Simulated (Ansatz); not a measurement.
**Geometry relaxation of ZnO (part 1 of 3)**

ZnO (slab, 32 atoms in the cell), computed with DFT PBE+D3(BJ), scalar-relativistic, plane waves, PAW, no spin polarisation (Ansatz 0.2.0).

The structure derives from an entry of the Crystallography Open Database. The input holds or restrains some coordinates. Forces given for the steps count only the free coordinates.

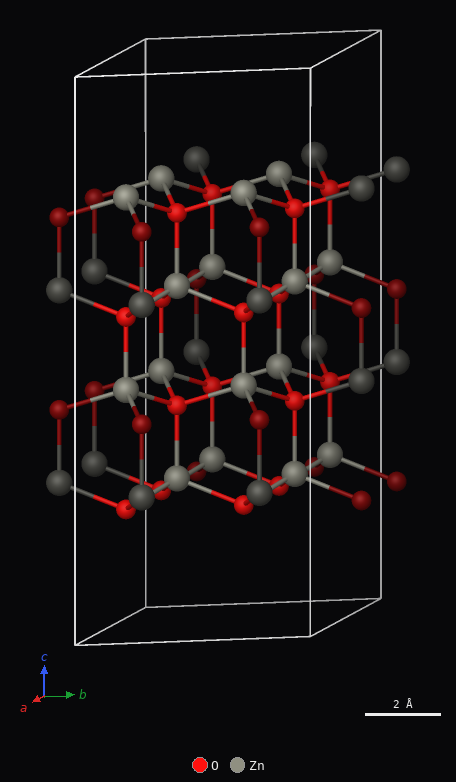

**Figure 1.** The input geometry (ball-and-stick view of the cell of the calculation, with the vacuum cut short, seen slightly off an axis; neighbours outside the cell are drawn fainter). An atom can appear more than once, as a periodic image. Near neighbours in the periodic cell (some may lie outside the picture): O has 3 Zn at 1.98 Å; Zn has 4 O at 1.98 to 1.99 Å; O has 4 Zn at 1.98 to 1.99 Å; Zn has 3 O at 1.98 Å.

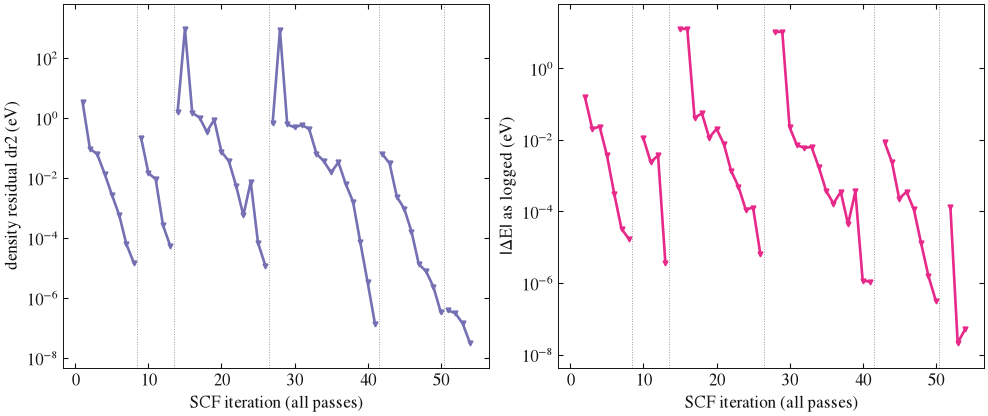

**Figure 2.** Convergence of the self-consistent field: density residual dr2 and size of the energy change against the SCF iteration. The dotted lines part the SCF passes of the relaxation: geometry steps, rejected trials and re-solves on a re-selected basis. The 6 passes take 4 to 15 iterations each, 54 in all.

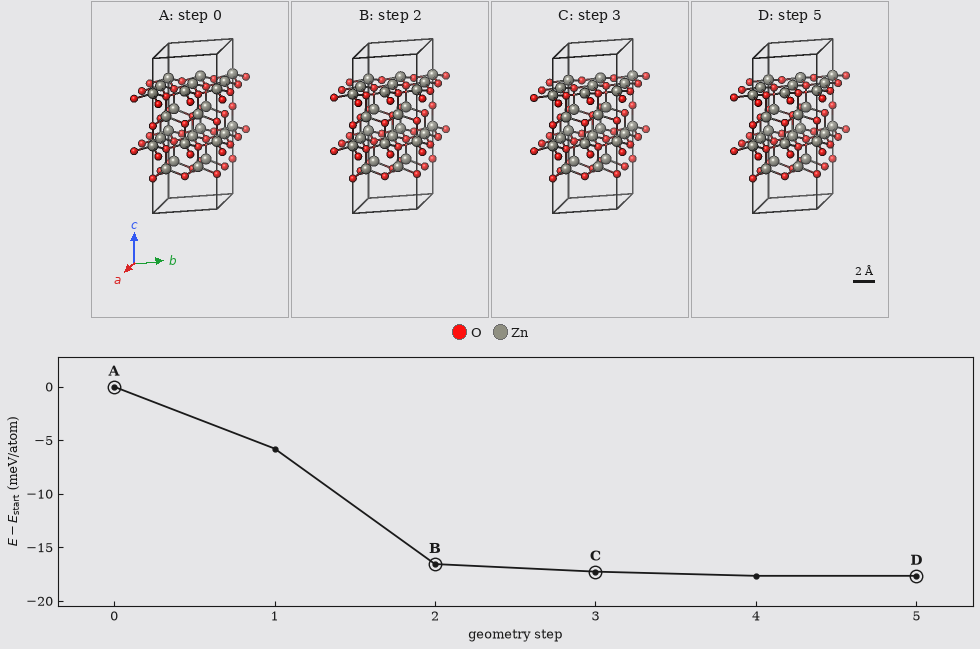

**Figure 3.** Frames of the restrained relaxation (ball-and-stick view of the cell of the calculation, with the vacuum cut short (origin shifted), with bonded neighbours outside it, seen slightly off an axis) above the curves, on which the letters mark them (the first geometry is step 0 here and step 1 in the log).

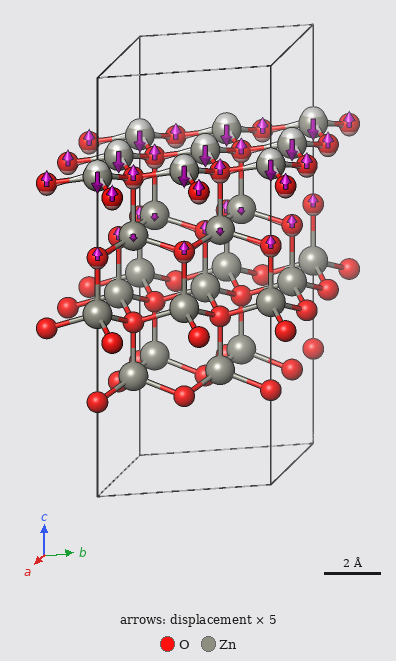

**Figure 4.** Start (faint) and end (solid) with the displacements as pink arrows, magnified 5 times (ball-and-stick view of the cell of the calculation, with the vacuum cut short (origin shifted), with bonded neighbours outside it, seen slightly off an axis). The largest moves, 0.16 Å, are those of Zn29, Zn30, Zn31 and Zn32. By element the largest moves are Zn 0.16 Å, O 0.12 Å. The cell doesn't change. Among the contacts that change: Zn21–O25 1.991 → 2.176 Å, Zn13–O17 1.991 → 2.093 Å, O25–Zn29 1.984 → 1.911 Å, O17–Zn21 1.984 → 1.938 Å. Among the angles that change: Zn21–O25–Zn29 108.7° → 100.5°, O25–Zn30–O26 110.2° → 116.7°, Zn29–O25–Zn30 110.2° → 116.7°. The energy falls by 17.7 meV per atom in 5 geometry steps. Largest force component: 1 eV/Å at the start, 0.021 eV/Å at the end. (Atoms are counted from 1 in the order of the input.)

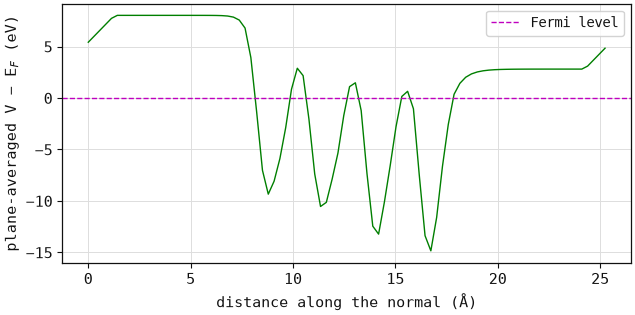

**Figure 5.** Plane average of the electrostatic potential energy of an electron across the cell, from the Fermi level. The vacuum level lies 2.81 eV above the Fermi level on the upper side and 8.03 eV on the lower.

The input that produced these results follows, with the program's output.

## The input
```yaml
crystal:
  lattice:
    - [6.5097053315, 0.0, 0.0]
    - [-3.2548526657, 5.6375701882, 0.0]
    - [0.0, 0.0, 25.5208324564]
  atoms:
    - { symbol: O, position: [0.3333333333, 0.1666666667, 0.3330612359] }
    - { symbol: O, position: [0.3333333333, 0.6666666667, 0.3330612359] }
    - { symbol: O, position: [0.8333333333, 0.1666666667, 0.3330612359] }
    - { symbol: O, position: [0.8333333333, 0.6666666667, 0.3330612359] }
    - { symbol: Zn, position: [0.1666666667, 0.3333333333, 0.3580072106] }
    - { symbol: Zn, position: [0.1666666667, 0.8333333333, 0.3580072106] }
    - { symbol: Zn, position: [0.6666666667, 0.3333333333, 0.3580072106] }
    - { symbol: Zn, position: [0.6666666667, 0.8333333333, 0.3580072106] }
    - { symbol: O, position: [0.1666666667, 0.3333333333, 0.4360384204] }
    - { symbol: O, position: [0.1666666667, 0.8333333333, 0.4360384204] }
    - { symbol: O, position: [0.6666666667, 0.3333333333, 0.4360384204] }
    - { symbol: O, position: [0.6666666667, 0.8333333333, 0.4360384204] }
    - { symbol: Zn, position: [0.3333333333, 0.1666666667, 0.4609843951] }
    - { symbol: Zn, position: [0.3333333333, 0.6666666667, 0.4609843951] }
    - { symbol: Zn, position: [0.8333333333, 0.1666666667, 0.4609843951] }
    - { symbol: Zn, position: [0.8333333333, 0.6666666667, 0.4609843951] }
    - { symbol: O, position: [0.3333333333, 0.1666666667, 0.5390156049] }
    - { symbol: O, position: [0.3333333333, 0.6666666667, 0.5390156049] }
    - { symbol: O, position: [0.8333333333, 0.1666666667, 0.5390156049] }
    - { symbol: O, position: [0.8333333333, 0.6666666667, 0.5390156049] }
    - { symbol: Zn, position: [0.1666666667, 0.3333333333, 0.5639615796] }
    - { symbol: Zn, position: [0.1666666667, 0.8333333333, 0.5639615796] }
    - { symbol: Zn, position: [0.6666666667, 0.3333333333, 0.5639615796] }
    - { symbol: Zn, position: [0.6666666667, 0.8333333333, 0.5639615796] }
    - { symbol: O, position: [0.1666666667, 0.3333333333, 0.6419927894] }
    - { symbol: O, position: [0.1666666667, 0.8333333333, 0.6419927894] }
    - { symbol: O, position: [0.6666666667, 0.3333333333, 0.6419927894] }
    - { symbol: O, position: [0.6666666667, 0.8333333333, 0.6419927894] }
    - { symbol: Zn, position: [0.3333333333, 0.1666666667, 0.6669387641] }
    - { symbol: Zn, position: [0.3333333333, 0.6666666667, 0.6669387641] }
    - { symbol: Zn, position: [0.8333333333, 0.1666666667, 0.6669387641] }
    - { symbol: Zn, position: [0.8333333333, 0.6666666667, 0.6669387641] }
basis:
  ecutwfc: 420
kpoints:
  mp_grid: { grid: [6, 6, 1] }
hamiltonian:
  xc: pbe
  dispersion: d3bj
scf:
  occupations: { method: gaussian, width: 0.05 }
output:
  forces: true
  eigenvalues: true
relax:
  adjacent_minimum: "off"
  f_tol: 0.03
  max_steps: 70
  constraints: [{ sites: [0, 1, 2, 3, 4, 5, 6, 7, 8, 9, 10, 11, 12, 13, 14, 15] }]
efield:
  axis: 3
  dipole_correction: true
```

Launch command:
```bash
ansatz run input.yaml --threads 8 --pin off --max-ram 22528MiB --backend cpu --events-out ev --progress --plain --runs-dir out
```

## Output
```
Engine: ansatz 0.2.0, x86_64-unknown-linux-gnu
Pseudopotentials: kind: paw
Pseudopotential: O, paw, valence charge 6, recommended cutoff 420 eV (normal), O.paw.azcp
Pseudopotential: Zn, paw, valence charge 12, recommended cutoff 420 eV (normal), Zn.paw.azcp
Functional definition: PBE
  parameter kappa = 0.804
  parameter beta = 0.06672455060314922
  exchange = pbe_x(kappa = kappa, mu = beta*pi^2/3)
  correlation = pbe_c(beta = beta)
Crystal: 32 atoms, lattice volume = 936.587 Å³
Basis set: ecut = 420 eV, 18205 PW (Γ), exchange–correlation on 90×90×360 points (8 copies of the dense FFT grid, shifted against one another)
Bands: 176, of which v1, the nominal top of the filled ones, is band 144 counted from 1 (143 counted from 0)
Symmetry: 24 space group operations
Space group: P3m1 (ITA 156), of the structure as read, at distance tolerance 9.8e-5 Å
k-points: 7 of 36 (time reversal used)
Non-local potential: O, projectors of the file, l = 0: 2, l = 1: 2, l = 2: 1
Non-local potential: Zn, projectors of the file, l = 0: 2, l = 1: 2, l = 2: 3, l = 3: 1
PAW form: soft (Blöchl's): semilocal exchange-correlation on the pseudo side does not see the compensation charge
PAW one-centre angular grid: O, 110 points (default); XC on 64 Gauss nodes
PAW one-centre angular grid: Zn, 590 points (default); XC on 64 Gauss nodes
Initial density: superposition of atomic densities (neutral atoms: chi_scale 0, normalization atom), corrected by the library's trained network
Initial wavefunctions: pseudopotential atomic-orbital guess
Functional: x = pbe(κ = 0.804, μ = 0.2195149727645171), c = pbe(β = 0.06672455060314922)
SCF iter   1: F=—  HF=-62187.014915 eV  |F-HF|=—  |Δ(HF+E_count)|=         —  Δρ=6.16e-3  dr2=3.32e0  ethr=1.77e-3  p=0.773 e·Å  D=1.49e-1 V/Å  ΔV_dip=-3.81 eV  dr2_dipole=2.17e0  V_vac-E_F(+/−)=3.94/7.75 eV  ⟨swp⟩=8.0  Hψ=5817  notcnv=0  defer=104
efield: sawtooth ramp at fractional position 0.9500 (placed from the atoms, in the widest stretch of the axis that holds none; the zero of the levels goes with the place), width 0.1000; the density the first Hamiltonian is built on has a dipole p = 0.773 e·Å; the dipole correction subtracts the counter field D = 1.49e-1 V/Å, which shifts the + side's vacuum level by -3.81 eV against the − side's; the planar-averaged density in the ramp window peaks in size at 4.1e-5 e/Å³
preconditioner: auto → LDOS  [metal: Δε(μ)=0.016 eV  Ē_g=11.504 eV  σ=0.050 eV  W_gap=0.17  n_scr=168 (ndim 8)  ℏωp=20.6 eV  f_vac=0.553  D(μ)=11.89/eV (n_scr^D=66)  β→1.0]
SCF iter   2: F=—  HF=-62186.858127 eV  |F-HF|=—  |Δ(HF+E_count)|=   1.57e-1  Δρ=2.56e-3  dr2=9.48e-2  ethr=1.15e-3  p=0.892 e·Å  D=1.72e-1 V/Å  ΔV_dip=-4.40 eV  dr2_dipole=2.30e-2  V_vac-E_F(+/−)=3.72/8.12 eV  ⟨swp⟩=2.0  Hψ=1457  notcnv=0  defer=184
SCF iter   3: F=—  HF=-62186.878488 eV  |F-HF|=—  |Δ(HF+E_count)|=   2.04e-2  Δρ=2.86e-3  dr2=6.25e-2  ethr=3.29e-5  p=0.908 e·Å  D=1.75e-1 V/Å  ΔV_dip=-4.48 eV  dr2_dipole=3.62e-5  V_vac-E_F(+/−)=3.68/8.15 eV  ⟨swp⟩=2.0  Hψ=2094  notcnv=0  defer=185
SCF iter   4: F=—  HF=-62186.854842 eV  |F-HF|=—  |Δ(HF+E_count)|=   2.36e-2  Δρ=1.12e-3  dr2=1.41e-2  ethr=2.17e-5  p=0.915 e·Å  D=1.77e-1 V/Å  ΔV_dip=-4.51 eV  dr2_dipole=1.90e-3  V_vac-E_F(+/−)=3.63/8.15 eV  ⟨swp⟩=2.0  Hψ=2349  notcnv=0  defer=185
SCF iter   5: F=—  HF=-62186.851061 eV  |F-HF|=—  |Δ(HF+E_count)|=   3.78e-3  Δρ=2.82e-4  dr2=2.80e-3  ethr=4.89e-6  p=0.925 e·Å  D=1.79e-1 V/Å  ΔV_dip=-4.56 eV  dr2_dipole=9.68e-4  V_vac-E_F(+/−)=3.59/8.15 eV  ⟨swp⟩=2.6  Hψ=1919  notcnv=0  defer=185
SCF iter   6: F=—  HF=-62186.850743 eV  |F-HF|=—  |Δ(HF+E_count)|=   3.17e-4  Δρ=1.98e-4  dr2=5.87e-4  ethr=9.72e-7  p=0.934 e·Å  D=1.80e-1 V/Å  ΔV_dip=-4.61 eV  dr2_dipole=2.81e-4  V_vac-E_F(+/−)=3.55/8.16 eV  ⟨swp⟩=2.1  Hψ=1944  notcnv=0  defer=185
SCF iter   7: F=—  HF=-62186.850710 eV  |F-HF|=—  |Δ(HF+E_count)|=   3.28e-5  Δρ=7.45e-5  dr2=6.14e-5  ethr=2.04e-7  p=0.937 e·Å  D=1.81e-1 V/Å  ΔV_dip=-4.62 eV  dr2_dipole=3.19e-7  V_vac-E_F(+/−)=3.53/8.16 eV  ⟨swp⟩=2.0  Hψ=1704  notcnv=0  defer=185
SCF iter   8: F=-62186.850720 eV  HF=-62186.850728 eV  |F-HF|=7.93e-6  |Δ(HF+E_count)|=   1.72e-5  Δρ=4.79e-5  dr2=1.50e-5  ethr=7.81e-9  p=0.939 e·Å  D=1.81e-1 V/Å  ΔV_dip=-4.63 eV  dr2_dipole=1.82e-7  V_vac-E_F(+/−)=3.52/8.15 eV  ⟨swp⟩=19.3  Hψ=8875  notcnv=0
SCF 1 converged in 8 iterations: F = -62186.850720 eV  dr2 = 1.50e-5
  greatest PAW one-centre occupation: 0.988 electrons in one spin orbital (limit 2), on the Zn atom at site 31 (counted from 0), in its partial waves of l = 2
relax step   1: F+E_penalty+E_count = -62186.85071968 eV  Δ(F+E_penalty+E_count) = +0.000e0 eV  max|allowed force component| = 1.044e0 eV/Å  Δτ_max = 0.0000 Å  (8 SCF iters, dr2 threshold 2.25e-5 eV, accepted)
Initial density: handed on by an earlier stage of this run
Initial wavefunctions: those handed on with the density
iter 1 solved again at ethr=8.01e-5 eV; its pass at ethr=3.10e-3 eV (dr2=2.31e-1 eV) is discarded
SCF iter   1: F=—  HF=-62187.047633 eV  |F-HF|=—  |Δ(HF+E_count)|=         —  Δρ=1.90e-3  dr2=2.21e-1  ethr=8.01e-5  p=0.939 e·Å  D=1.81e-1 V/Å  ΔV_dip=-4.63 eV  dr2_dipole=1.10e-1  V_vac-E_F(+/−)=3.45/8.08 eV  ⟨swp⟩=1.1  Hψ=3256  notcnv=0  defer=181
efield: sawtooth ramp at fractional position 0.9500 (handed on by an earlier solve), width 0.1000; the density the first Hamiltonian is built on has a dipole p = 0.939 e·Å; the dipole correction subtracts the counter field D = 1.81e-1 V/Å, which shifts the + side's vacuum level by -4.63 eV against the − side's; the planar-averaged density in the ramp window peaks in size at 2.9e-6 e/Å³
preconditioner: auto → LDOS  [metal: Δε(μ)=0.052 eV  Ē_g=11.367 eV  σ=0.050 eV  W_gap=0.45  n_scr=168 (ndim 8)  ℏωp=20.6 eV  f_vac=0.556  D(μ)=9.62/eV (n_scr^D=52)  β→1.0]
SCF iter   2: F=—  HF=-62187.036586 eV  |F-HF|=—  |Δ(HF+E_count)|=   1.10e-2  Δρ=8.45e-4  dr2=1.48e-2  ethr=7.67e-5  p=0.956 e·Å  D=1.85e-1 V/Å  ΔV_dip=-4.71 eV  dr2_dipole=4.54e-3  V_vac-E_F(+/−)=3.43/8.15 eV  ⟨swp⟩=2.0  Hψ=1090  notcnv=0  defer=181
SCF iter   3: F=—  HF=-62187.038974 eV  |F-HF|=—  |Δ(HF+E_count)|=   2.39e-3  Δρ=1.03e-3  dr2=9.05e-3  ethr=5.14e-6  p=0.959 e·Å  D=1.85e-1 V/Å  ΔV_dip=-4.73 eV  dr2_dipole=2.07e-5  V_vac-E_F(+/−)=3.43/8.15 eV  ⟨swp⟩=2.0  Hψ=2062  notcnv=0  defer=181
SCF iter   4: F=—  HF=-62187.035285 eV  |F-HF|=—  |Δ(HF+E_count)|=   3.69e-3  Δρ=2.09e-4  dr2=2.66e-4  ethr=3.14e-6  p=0.959 e·Å  D=1.85e-1 V/Å  ΔV_dip=-4.73 eV  dr2_dipole=1.05e-5  V_vac-E_F(+/−)=3.42/8.15 eV  ⟨swp⟩=2.0  Hψ=2228  notcnv=0  defer=184
SCF iter   5: F=-62187.035296 eV  HF=-62187.035289 eV  |F-HF|=6.83e-6  |Δ(HF+E_count)|=   3.74e-6  Δρ=6.23e-5  dr2=5.36e-5  ethr=2.36e-8  p=0.959 e·Å  D=1.85e-1 V/Å  ΔV_dip=-4.73 eV  dr2_dipole=1.40e-5  V_vac-E_F(+/−)=3.42/8.15 eV  ⟨swp⟩=13.3  Hψ=7666  notcnv=0
SCF 2 converged in 5 iterations: F = -62187.035296 eV  dr2 = 5.36e-5
[... from here on the iterations of each SCF are left out, up to the last one ...]
relax step   2: F+E_penalty+E_count = -62187.03529567 eV  Δ(F+E_penalty+E_count) = -1.846e-1 eV  max|allowed force component| = 8.265e-1 eV/Å  Δτ_max = 0.0341 Å  (5 SCF iters, dr2 threshold 6.81e-5 eV, accepted)
efield: sawtooth ramp at fractional position 0.9500 (handed on by an earlier solve), width 0.1000; the density the first Hamiltonian is built on has a dipole p = 0.959 e·Å; the dipole correction subtracts the counter field D = 1.85e-1 V/Å, which shifts the + side's vacuum level by -4.73 eV against the − side's; the planar-averaged density in the ramp window peaks in size at 8.4e-6 e/Å³
preconditioner: auto → LDOS  [metal: Δε(μ)=0.018 eV  Ē_g=11.380 eV  σ=0.050 eV  W_gap=0.19  n_scr=168 (ndim 8)  ℏωp=20.6 eV  f_vac=0.557  D(μ)=8.67/eV (n_scr^D=40)  β→1.0]
SCF 3 converged in 13 iterations: F = -62187.380372 eV  dr2 = 1.21e-5
relax step   3: F+E_penalty+E_count = -62187.38037183 eV  Δ(F+E_penalty+E_count) = -3.451e-1 eV  max|allowed force component| = 1.665e-1 eV/Å  Δτ_max = 0.0946 Å  (13 SCF iters, dr2 threshold 4.27e-5 eV, accepted)
efield: sawtooth ramp at fractional position 0.9500 (handed on by an earlier solve), width 0.1000; the density the first Hamiltonian is built on has a dipole p = 1.017 e·Å; the dipole correction subtracts the counter field D = 1.96e-1 V/Å, which shifts the + side's vacuum level by -5.01 eV against the − side's; the planar-averaged density in the ramp window peaks in size at 5.2e-6 e/Å³
preconditioner: auto → LDOS  [metal: Δε(μ)=0.015 eV  Ē_g=11.440 eV  σ=0.050 eV  W_gap=0.17  n_scr=168 (ndim 8)  ℏωp=20.6 eV  f_vac=0.565  D(μ)=8.72/eV (n_scr^D=40)  β→1.0]
SCF 4 converged in 15 iterations: F = -62187.403047 eV  dr2 = 1.39e-7
```
